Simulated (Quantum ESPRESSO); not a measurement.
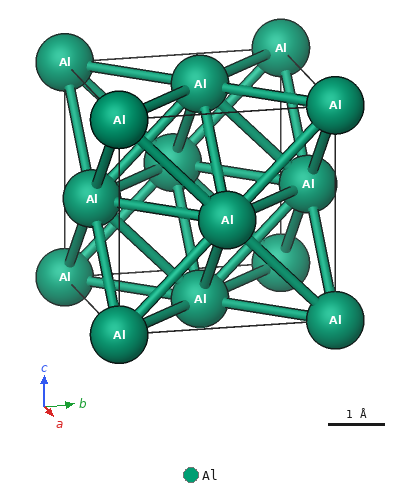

The structure (ball-and-stick view of the cell 4 times as large as that of the calculation, set on its symmetry axes, seen slightly off an axis). Near neighbours in the crystal (not all of them lie inside the picture): Al has 12 Al at 2.86 Å.

## Al: single-point calculation (part 1 of 2)

The run: single-point calculation of Al (1 atom in the cell). Method and program: Kohn-Sham DFT of a periodic cell, vdW-DF3-opt2, PseudoDojo 0.4.1 SR PBE standard, no spin polarisation (Quantum ESPRESSO 7.5).

The structure derives from an entry of the Crystallography Open Database.

## Output
```
This program is part of the open-source Quantum ESPRESSO suite
     for quantum simulation of materials; please cite
         "P. Giannozzi et al., J. Phys.:Condens. Matter 21 395502 (2009);
         "P. Giannozzi et al., J. Phys.:Condens. Matter 29 465901 (2017);
         "P. Giannozzi et al., J. Chem. Phys. 152 154105 (2020);
          URL
     in publications or presentations arising from this work. More details at

     IMPORTANT: XC functional enforced from input :
     Exchange-correlation= VDW-DF3-OPT2
                           (   1   4  46   0   4   0   0)
     Any further DFT definition will be discarded
     Please, verify this is what you really want

     Message from routine setup:
     using ibrav=0 with symmetry is DISCOURAGED, use correct ibrav instead

     G-vector sticks info
     --------------------
     sticks:   dense  smooth     PW     G-vecs:    dense   smooth      PW
     Sum         313     313    109                 3839     3839     749

     Using Slab Decomposition

     bravais-lattice index     =            0
     lattice parameter (alat)  =       5.4112  a.u.
     unit-cell volume          =     112.0408 (a.u.)^3
     number of atoms/cell      =            1
     number of atomic types    =            1
     number of electrons       =         3.00
     number of Kohn-Sham states=            6
     kinetic-energy cutoff     =      40.0000  Ry
     charge density cutoff     =     160.0000  Ry
     scf convergence threshold =      2.0E-10
     mixing beta               =       0.5000
     number of iterations used =            8  plain     mixing
     Exchange-correlation= VDW-DF3-OPT2
                           (   1   4  46   0   4   0   0)

     celldm(1)=   5.411243  celldm(2)=   0.000000  celldm(3)=   0.000000
     celldm(4)=   0.000000  celldm(5)=   0.000000  celldm(6)=   0.000000

     crystal axes: (cart. coord. in units of alat)
               a(1) = (   0.000000   0.707107   0.707107 )
               a(2) = (   0.707107   0.000000   0.707107 )
               a(3) = (   0.707107   0.707107   0.000000 )

     reciprocal axes: (cart. coord. in units 2 pi/alat)
               b(1) = ( -0.707107  0.707107  0.707107 )
               b(2) = (  0.707107 -0.707107  0.707107 )
               b(3) = (  0.707107  0.707107 -0.707107 )

     PseudoPot. # 1 for Al read from file:
     Al.upf
     Pseudo is Norm-conserving + core correction, Zval =  3.0
     Generated using ONCVPSP code by D. R. Hamann
     Using radial grid of 1876 points,  6 beta functions with:
                l(1) =   0
                l(2) =   0
                l(3) =   1
                l(4) =   1
                l(5) =   2
                l(6) =   2

     atomic species   valence    mass     pseudopotential
     Al                3.00    26.98150     Al( 1.00)

     48 Sym. Ops., with inversion, found

   Cartesian axes

     site n.     atom                  positions (alat units)
         1        Al     tau(   1) = (   0.0000000   0.0000000   0.0000000  )

     number of k points=    56  Fermi-Dirac smearing, width (Ry)=  0.0037
                       cart. coord. in units 2pi/alat
        k(    1) = (   0.0000000   0.0000000   0.0000000), wk =   0.0015026
        k(    2) = (   0.0642824   0.0642824  -0.0642824), wk =   0.0120210
        k(    3) = (   0.1285649   0.1285649  -0.1285649), wk =   0.0120210
        k(    4) = (   0.1928473   0.1928473  -0.1928473), wk =   0.0120210
        k(    5) = (   0.2571297   0.2571297  -0.2571297), wk =   0.0120210
        k(    6) = (   0.3214122   0.3214122  -0.3214122), wk =   0.0120210
        k(    7) = (   0.1285649   0.0000000  -0.0000000), wk =   0.0090158
        k(    8) = (   0.1928473   0.0642824  -0.0642824), wk =   0.0360631
        k(    9) = (   0.2571297   0.1285649  -0.1285649), wk =   0.0360631
        k(   10) = (   0.3214122   0.1928473  -0.1928473), wk =   0.0360631
        k(   11) = (   0.3856946   0.2571297  -0.2571297), wk =   0.0360631
        k(   12) = (  -0.2571297  -0.3856946   0.3856946), wk =   0.0360631
        k(   13) = (  -0.1928473  -0.3214122   0.3214122), wk =   0.0360631
        k(   14) = (  -0.1285649  -0.2571297   0.2571297), wk =   0.0360631
        k(   15) = (  -0.0642824  -0.1928473   0.1928473), wk =   0.0360631
        k(   16) = (  -0.0000000  -0.1285649   0.1285649), wk =   0.0180316
        k(   17) = (   0.2571297   0.0000000  -0.0000000), wk =   0.0090158
        k(   18) = (   0.3214122   0.0642824  -0.0642824), wk =   0.0360631
        k(   19) = (   0.3856946   0.1285649  -0.1285649), wk =   0.0360631
        k(   20) = (   0.4499770   0.1928473  -0.1928473), wk =   0.0360631
        k(   21) = (  -0.1928473  -0.4499770   0.4499770), wk =   0.0360631
        k(   22) = (  -0.1285649  -0.3856946   0.3856946), wk =   0.0360631
        k(   23) = (  -0.0642824  -0.3214122   0.3214122), wk =   0.0360631
        k(   24) = (   0.0000000  -0.2571297   0.2571297), wk =   0.0180316
        k(   25) = (   0.3856946   0.0000000  -0.0000000), wk =   0.0090158
        k(   26) = (   0.4499770   0.0642824  -0.0642824), wk =   0.0360631
        k(   27) = (   0.5142595   0.1285649  -0.1285649), wk =   0.0360631
        k(   28) = (  -0.1285649  -0.5142595   0.5142595), wk =   0.0360631
        k(   29) = (  -0.0642824  -0.4499770   0.4499770), wk =   0.0360631
        k(   30) = (  -0.0000000  -0.3856946   0.3856946), wk =   0.0180316
        k(   31) = (   0.5142595   0.0000000  -0.0000000), wk =   0.0090158
        k(   32) = (   0.5785419   0.0642824  -0.0642824), wk =   0.0360631
        k(   33) = (  -0.0642824  -0.5785419   0.5785419), wk =   0.0360631
        k(   34) = (  -0.0000000  -0.5142595   0.5142595), wk =   0.0180316
        k(   35) = (   0.6428243  -0.0000000   0.0000000), wk =   0.0090158
        k(   36) = (  -0.0000000  -0.6428243   0.6428243), wk =   0.0180316
        k(   37) = (   0.2571297   0.1285649   0.0000000), wk =   0.0360631
        k(   38) = (   0.3214122   0.1928473  -0.0642824), wk =   0.0721262
        k(   39) = (   0.3856946   0.2571297  -0.1285649), wk =   0.0721262
        k(   40) = (  -0.2571297  -0.3856946   0.5142595), wk =   0.0721262
        k(   41) = (   0.3856946   0.1285649  -0.0000000), wk =   0.0360631
        k(   42) = (   0.4499770   0.1928473  -0.0642824), wk =   0.0721262
        k(   43) = (  -0.1928473  -0.4499770   0.5785419), wk =   0.0721262
        k(   44) = (  -0.1285649  -0.3856946   0.5142595), wk =   0.0721262
        k(   45) = (  -0.0642824  -0.3214122   0.4499770), wk =   0.0721262
        k(   46) = (   0.0000000  -0.2571297   0.3856946), wk =   0.0360631
        k(   47) = (   0.5142595   0.1285649   0.0000000), wk =   0.0360631
        k(   48) = (  -0.1285649  -0.5142595   0.6428243), wk =   0.0721262
        k(   49) = (  -0.0642824  -0.4499770   0.5785419), wk =   0.0721262
        k(   50) = (   0.0000000  -0.3856946   0.5142595), wk =   0.0360631
        k(   51) = (  -0.0642824  -0.5785419   0.7071068), wk =   0.0360631
        k(   52) = (  -0.0000000  -0.5142595   0.6428243), wk =   0.0360631
        k(   53) = (  -0.1928473  -0.4499770   0.7071068), wk =   0.0360631
        k(   54) = (  -0.1285649  -0.3856946   0.6428243), wk =   0.0721262
        k(   55) = (  -0.0642824  -0.4499770   0.7071068), wk =   0.0360631
        k(   56) = (   0.0000000  -0.3856946   0.6428243), wk =   0.0360631

     Dense  grid:     3839 G-vectors     FFT dimensions: (  24,  24,  24)

     Initial potential from superposition of free atoms

     starting charge       2.9976, renormalised to       3.0000

     %%%%%%%%%%%%%%%%%%%%%%%%%%%%%%%%%%%%%%%%%%%%%%%%%%%%%%%%%%%%%%%%%%%%%%%%
     %                                                                      %
     % You are using vdW-DF, which was implemented by the Thonhauser group. %
     % Please cite the following two papers that made this development      %
     % possible and the two reviews that describe the various versions:     %
     %                                                                      %
     %   T. Thonhauser et al., PRL 115, 136402 (2015).                      %
     %   T. Thonhauser et al., PRB 76, 125112 (2007).                       %
     %   K. Berland et al., Rep. Prog. Phys. 78, 066501 (2015).             %
     %   D.C. Langreth et al., J. Phys.: Condens. Matter 21, 084203 (2009). %
     %                                                                      %
     % If you are calculating stress with vdW-DF, please also cite:         %
     %                                                                      %
     %   R. Sabatini et al., J. Phys.: Condens. Matter 24, 424209 (2012).   %
     %                                                                      %
     %%%%%%%%%%%%%%%%%%%%%%%%%%%%%%%%%%%%%%%%%%%%%%%%%%%%%%%%%%%%%%%%%%%%%%%%

     %%%%%%%%%%%%%%%%%%%%%%%%%%%%%%%%%%%%%%%%%%%%%%%%%%%%%%%%%%%%%%%%%%%%%%%%
     %                                                                      %
     %  vdW-DF NEWS:                                                        %
     %                                                                      %
     %  * vdW-DF3 is now available. DOI: 10.1021/acs.jctc.0c00471           %
     %    use with input_dft = 'vdW-DF3-opt1' or 'vdW-DF3-opt2'             %
     %                                                                      %
     %  * Unscreened and range-separated hybrid vdW-DF-cx functionals       %
     %    DOI: 10.1063/1.4986522 and 10.1088/1361-648X/ac2ad2               %
     %    use with input_dft = 'vdW-DF-cx0'    and 'vdW-DF-ahcx'            %
     %  * Unscreened and range-separated hybrid vdW-DF2-b86r functionals    %
     %    DOI: 10.1063/1.4986522 and DOI: 10.1103/PhysRevX.12.041003        %
     %    use with input_dft = 'vdW-DF2-br0' and 'vdW-DF2-ahbr'             %
     %                                                                      %
     %%%%%%%%%%%%%%%%%%%%%%%%%%%%%%%%%%%%%%%%%%%%%%%%%%%%%%%%%%%%%%%%%%%%%%%%

     Starting wfcs are    4 randomized atomic wfcs +    2 random wfcs

     Self-consistent Calculation

     iteration #  1     ecut=    40.00 Ry     beta= 0.50
     Davidson diagonalization with overlap
     ethr =  1.00E-02,  avg # of iterations =  6.1

     Threshold (ethr) on eigenvalues was too large:
     Diagonalizing with lowered threshold

     Davidson diagonalization with overlap
     ethr =  1.79E-04,  avg # of iterations =  4.0

     total energy              =      -4.64349579 Ry
     estimated scf accuracy    <       0.00531213 Ry

     iteration #  2     ecut=    40.00 Ry     beta= 0.50
     Davidson diagonalization with overlap
     ethr =  1.77E-04,  avg # of iterations =  1.0

     total energy              =      -4.64335699 Ry
     estimated scf accuracy    <       0.00124677 Ry

     iteration #  3     ecut=    40.00 Ry     beta= 0.50
     Davidson diagonalization with overlap
     ethr =  4.16E-05,  avg # of iterations =  1.5

     total energy              =      -4.64338409 Ry
     estimated scf accuracy    <       0.00000325 Ry

     iteration #  4     ecut=    40.00 Ry     beta= 0.50
     Davidson diagonalization with overlap
     c_bands:  1 eigenvalues not converged
     ethr =  1.08E-07,  avg # of iterations =  5.0

     total energy              =      -4.64338635 Ry
     estimated scf accuracy    <       0.00000004 Ry

     iteration #  5     ecut=    40.00 Ry     beta= 0.50
     Davidson diagonalization with overlap
     ethr =  1.34E-09,  avg # of iterations =  2.8

     total energy              =      -4.64338639 Ry
     estimated scf accuracy    <          7.2E-10 Ry

     iteration #  6     ecut=    40.00 Ry     beta= 0.50
     Davidson diagonalization with overlap
     ethr =  2.41E-11,  avg # of iterations =  2.4

     End of self-consistent calculation
```
